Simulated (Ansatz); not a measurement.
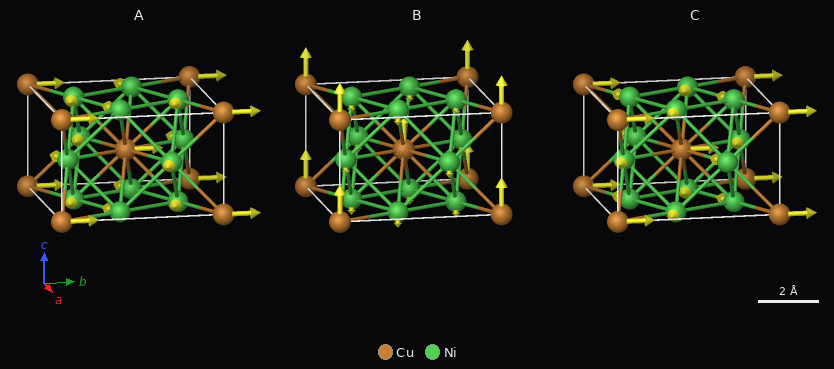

Three optical modes of a crystal of CuNi$_{4}$ (a generated structure) at the zone centre, in no order (one member of each degenerate set). Displacements are drawn as yellow arrows; their common scale and sign are arbitrary. The picture is a ball-and-stick view of the conventional cell (2 times the calculation's cell), seen slightly off an axis. Lengths and directions refer to the drawn axes.

Theory: DFT PBE, scalar-relativistic, plane waves, PAW (Ansatz 0.2.0). Set-up: plane-wave cutoff 420 eV; k-point mesh 12 × 12 × 12; occupations fermi dirac; smearing width 0.15 eV; no spin polarisation.

The frequencies depend somewhat on the k-mesh and the smearing.

Question: Rank the modes by frequency, softest first.

Answer: A (183 cm⁻¹), B (220 cm⁻¹), C (257 cm⁻¹). A, E_u: The kinetic energy is shared as Ni 62 %, Cu 38 %. B, A_u: The Cu sublattice moves against the Ni sublattice, along c; the kinetic energy is shared as Cu 79 %, Ni 21 %. C, E_u: The kinetic energy is shared as Ni 59 %, Cu 41 %. The crystal is metallic in this run.
